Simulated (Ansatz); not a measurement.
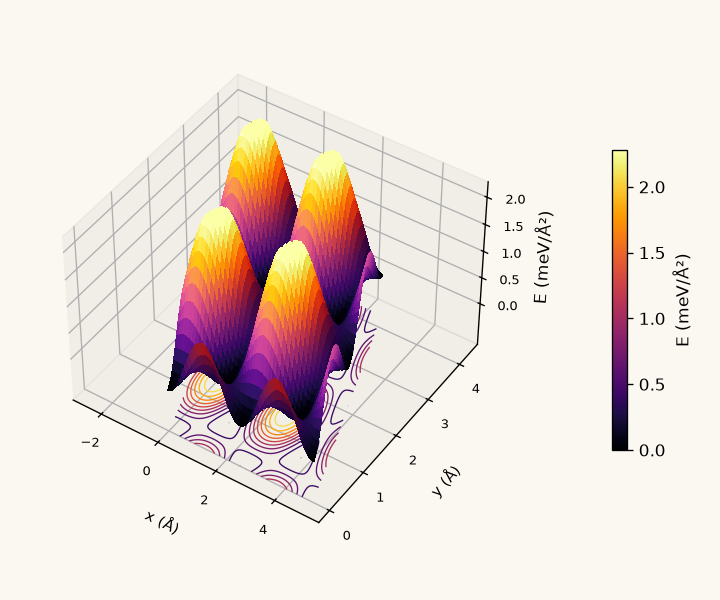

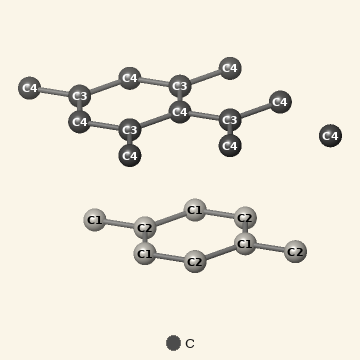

Energy landscape of a bilayer of two C sheets of the honeycomb type, the upper one turned by 180 degrees about the normal (4 atoms in the cell). The upper layer of a bilayer is slid over the lower one; relaxed at each slide: the heights of all atoms; the origin of the map has C3 above C1. Places are given modulo a cell vector. The map is drawn in real space over the plane of the slide. The scan uses a 6 × 6 grid; 7 points were computed and 29 follow by symmetry. All energies are given in meV/Å² relative to the lowest grid point. All numbers below come from DFT PBE+D3(BJ), scalar-relativistic, plane waves, PAW in Ansatz. Settings: cutoff 420 eV, k-mesh 15×15×1, gaussian smearing 0.1 eV, no spin polarisation.

Drawn: a relief with its contours projected below, any walls above the top of the colour scale cut off. Between grid points the surface is interpolated. The second picture is the structure at the lowest point; the lower layer is drawn fainter.

Question: Summarise what can be read from the map.

Answer: The lowest grid point is at (0/6, 0/6) of the cell vectors; the map holds 2 wells of about this depth. It is the only kind of minimum in the scanned range. The highest grid point, (2/6, 4/6) of the cell vectors, lies 2.53 meV/Å² above the lowest. On the interpolated surface the easiest way out of the lowest well to a well of about the same depth near (4/6, 2/6) of the cell vectors passes a barrier of about 0.31 meV/Å². Facing atoms of the upper layer at the lowest point: C above C, C above a hollow; at the highest: C above C. The relaxed distance between the facing planes is 3.39 Å at the lowest and 3.57 Å at the highest point.

The whole map (7 points run) took 3.9 min on 1 thread of Intel(R) Xeon(R) Platinum 8488C (Sapphire Rapids) (shared host).
